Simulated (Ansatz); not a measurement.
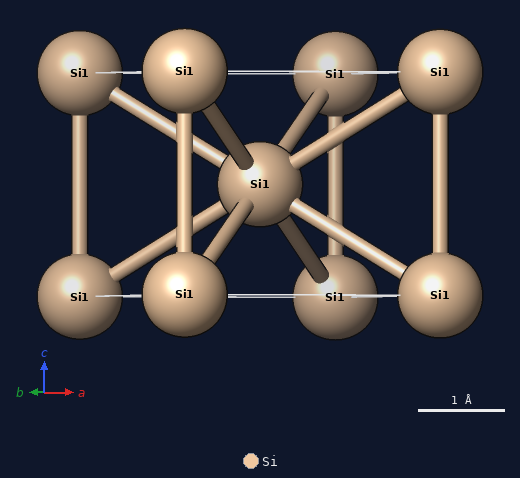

Figure 1. The input geometry of run A (ball-and-stick view of the cell 2 times as large as that of the calculation, set on its symmetry axes, seen at an oblique angle; atoms are numbered from 1 in the order of the input). Near neighbours in the crystal (not all of them lie inside the picture): Si has 10 Si at 2.62 to 2.64 Å.

# Two runs on Si

System: Si (I4/mmm, 1 atom in the cell).
Method of run A: DFT PBE+D3(BJ), scalar-relativistic, plane waves, PAW, no spin polarisation (Ansatz 0.2.0).

The structure derives from a Materials Project entry. Text and figures count atoms from 1; the logs count them from 0 in places.

### Input file, run A
```yaml
crystal:
  lattice:
    - [-1.6195617324, 1.6195617324, 1.3095711265]
    - [1.6195617324, -1.6195617324, 1.3095711265]
    - [1.6195617324, 1.6195617324, -1.3095711265]
  atoms:
    - { symbol: Si, position: [0.0, 0.0, 0.0] }
basis:
  ecutwfc: 420
kpoints:
  mp_grid: { grid: [32, 32, 32] }
hamiltonian:
  xc: pbe
  dispersion: d3bj
scf:
  occupations: { method: gaussian, width: 0.15 }
output:
  forces: true
  stress: true
  eigenvalues: true
```

Hardware: 1 thread of an x86-64 CPU, shared host.

### Output, shortened to warnings, some set-up lines, iterations and results (run A)
```
Basis set: ecut = 420 eV, 273 PW (Γ), exchange–correlation on 36×36×36 points (8 copies of the dense FFT grid, shifted against one another)
Symmetry: 16 space group operations
k-points: 2393 of 32768
Initial density: superposition of atomic densities (neutral atoms: chi_scale 0, normalization atom), corrected by the library's trained network
[...]
SCF iter   1: F=—  HF=-635.771259 eV  |F-HF|=—  |Δ(HF+E_count)|=         —  Δρ=1.67e-3  dr2=2.00e-4  ethr=1.77e-3  ⟨swp⟩=4.9  Hψ=134367  notcnv=0
SCF iter   2: F=—  HF=-635.771349 eV  |F-HF|=—  |Δ(HF+E_count)|=   8.98e-5  Δρ=8.47e-4  dr2=4.93e-5  ethr=5.00e-6  ⟨swp⟩=1.9  Hψ=35745  notcnv=0
SCF iter   3: F=—  HF=-635.771385 eV  |F-HF|=—  |Δ(HF+E_count)|=   3.66e-5  Δρ=6.74e-5  dr2=5.40e-7  ethr=1.23e-6  ⟨swp⟩=2.0  Hψ=18567  notcnv=0
SCF iter   4: F=-635.771385 eV  HF=-635.771385 eV  |F-HF|=5.66e-10  |Δ(HF+E_count)|=   2.03e-7  Δρ=2.48e-5  dr2=5.14e-8  ethr=1.35e-8  ⟨swp⟩=1.0  Hψ=13868  notcnv=0
SCF iter   5: F=-635.771385 eV  HF=-635.771385 eV  |F-HF|=1.86e-10  |Δ(HF+E_count)|=   3.57e-9  Δρ=1.91e-6  dr2=4.27e-10  ethr=1.28e-9  ⟨swp⟩=2.0  Hψ=18620  notcnv=0
SCF iter   6: F=-635.771385 eV  HF=-635.771385 eV  |F-HF|=4.55e-12  |Δ(HF+E_count)|=  2.41e-10  Δρ=3.43e-7  dr2=1.31e-11  ethr=1.07e-11  ⟨swp⟩=1.4  Hψ=42130  notcnv=0
SCF 1 converged in 6 iterations: F = -635.771385 eV  dr2 = 1.31e-11
SCF converged after 6 iterations
Free energy (F): -635.771385 eV
Harris-Foulkes:  -635.771385 eV  (|F-HF|=4.55e-12)
Internal energy: -635.766873 eV  (E = F + TS)
E sigma→0 (E₀):  -635.769129 eV
Entropy (-TS):   -0.004512 eV (-4.512 meV/atom)
Fermi energy:    11.386517 eV
--- Per-component energies (eV) ---
  E_band       = 22.064737
  E_kinetic    = 42.278920
  E_local      = 3.974202  (includes V_loc(G=0)·N_el)
  E_nonlocal   = 25.397088
  E_hartree    = 0.453486
  E_xc         = -56.497863
  E_vxc        = -48.484129  (∫ρ·V_xc dr)
  E_paw        = -512.266916  (= ΣΔE_a)
  E_vpaw       = -2.008325  (= ΣTr[D̂ρ^β])
  E_aug_tail   = 0.000006  (compensation charges beyond the density's cutoff)
  E_ewald      = -138.653313
  E_disp       = -0.452483  (pairwise vdW)
  E_smearing   = -0.004512  (= −TS)
  E_closure    = 0.000000  (closes the sum)
  Σ components = -635.771385   (vs F -635.771385, Δ=0.00e0)
--- Forces (eV/Å), atoms counted from 1 ---
  atom   1  Si     0.00000000     0.00000000     0.00000000
  max |Σ_I F_I| component: 1.97e-31 eV/Å
--- Stress (GPa, compression-positive) ---
        0.091518      -0.000000       0.000000
       -0.000000       0.091518      -0.000000
        0.000000       0.000000      -0.305226
  P = ⅓ Tr σ = -0.0407 GPa (-0.407 kbar)
```

The input of run B differs as follows (lines with − go, lines with + come):
```diff
-  mp_grid: { grid: [32, 32, 32] }
+  mp_grid: { grid: [30, 30, 30] }
```

How does run B compare with run A?

The free energy of run B is 0.5 meV per atom lower, which measures how much it depends on this numerical setting. The number of SCF iterations is the same. The irreducible k-points go from 2393 to 1992.

### Output, shortened to warnings, some set-up lines, iterations and results (run B)
```
Basis set: ecut = 420 eV, 273 PW (Γ), exchange–correlation on 36×36×36 points (8 copies of the dense FFT grid, shifted against one another)
Symmetry: 16 space group operations
k-points: 1992 of 27000
Initial density: superposition of atomic densities (neutral atoms: chi_scale 0, normalization atom), corrected by the library's trained network
[...]
SCF iter   1: F=—  HF=-635.771802 eV  |F-HF|=—  |Δ(HF+E_count)|=         —  Δρ=1.68e-3  dr2=2.03e-4  ethr=1.77e-3  ⟨swp⟩=4.9  Hψ=111913  notcnv=0
SCF iter   2: F=—  HF=-635.771888 eV  |F-HF|=—  |Δ(HF+E_count)|=   8.56e-5  Δρ=8.51e-4  dr2=4.99e-5  ethr=5.06e-6  ⟨swp⟩=1.9  Hψ=29741  notcnv=0
SCF iter   3: F=—  HF=-635.771925 eV  |F-HF|=—  |Δ(HF+E_count)|=   3.68e-5  Δρ=6.85e-5  dr2=5.55e-7  ethr=1.25e-6  ⟨swp⟩=2.0  Hψ=15452  notcnv=0
SCF iter   4: F=-635.771925 eV  HF=-635.771925 eV  |F-HF|=9.37e-10  |Δ(HF+E_count)|=   2.05e-7  Δρ=2.53e-5  dr2=5.40e-8  ethr=1.39e-8  ⟨swp⟩=1.0  Hψ=11544  notcnv=0
SCF iter   5: F=-635.771925 eV  HF=-635.771925 eV  |F-HF|=2.10e-10  |Δ(HF+E_count)|=   3.38e-9  Δρ=2.03e-6  dr2=4.82e-10  ethr=1.35e-9  ⟨swp⟩=2.0  Hψ=15493  notcnv=0
SCF iter   6: F=-635.771925 eV  HF=-635.771925 eV  |F-HF|=5.91e-12  |Δ(HF+E_count)|=  1.16e-10  Δρ=3.68e-7  dr2=1.51e-11  ethr=1.21e-11  ⟨swp⟩=1.4  Hψ=34936  notcnv=0
SCF 1 converged in 6 iterations: F = -635.771925 eV  dr2 = 1.51e-11
SCF converged after 6 iterations
Free energy (F): -635.771925 eV
Harris-Foulkes:  -635.771925 eV  (|F-HF|=5.91e-12)
Internal energy: -635.767498 eV  (E = F + TS)
E sigma→0 (E₀):  -635.769711 eV
Entropy (-TS):   -0.004427 eV (-4.427 meV/atom)
Fermi energy:    11.393164 eV
--- Per-component energies (eV) ---
  E_band       = 22.064080
  E_kinetic    = 42.278399
  E_local      = 3.974982  (includes V_loc(G=0)·N_el)
  E_nonlocal   = 25.396092
  E_hartree    = 0.453470
  E_xc         = -56.497507
  E_vxc        = -48.483772  (∫ρ·V_xc dr)
  E_paw        = -512.267144  (= ΣΔE_a)
  E_vpaw       = -2.008570  (= ΣTr[D̂ρ^β])
  E_aug_tail   = 0.000006  (compensation charges beyond the density's cutoff)
  E_ewald      = -138.653313
  E_disp       = -0.452483  (pairwise vdW)
  E_smearing   = -0.004427  (= −TS)
  E_closure    = 0.000000  (closes the sum)
  Σ components = -635.771925   (vs F -635.771925, Δ=0.00e0)
--- Forces (eV/Å), atoms counted from 1 ---
  atom   1  Si     0.00000000     0.00000000    -0.00000000
  max |Σ_I F_I| component: 1.97e-31 eV/Å
--- Stress (GPa, compression-positive) ---
       -0.009304       0.000000       0.000000
        0.000000      -0.009304       0.000000
        0.000000       0.000000      -0.147827
  P = ⅓ Tr σ = -0.0555 GPa (-0.555 kbar)
```

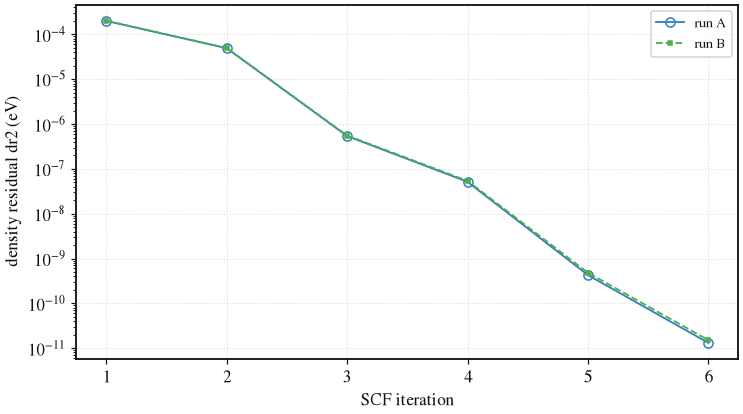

Figure 2. Convergence of the two runs: density residual dr2 against the SCF iteration. Run A takes 6 iterations in all, and run B takes 6.

### The two runs side by side

```tsv
quantity	run A	run B
outcome	converged	converged
free energy per atom (eV)	−635.7714	−635.7719
energy per atom, smearing taken to zero (eV)	−635.7691	−635.7697
gap on the mesh (eV)	0.00	0.00
pressure (GPa)	−0.04	−0.06
largest force (eV/Å)	0.000	0.000
SCF iterations	6	6
irreducible k-points	2393	1992
plane waves at Γ	273	273
wall time (shared host)	12 s	10 s
```
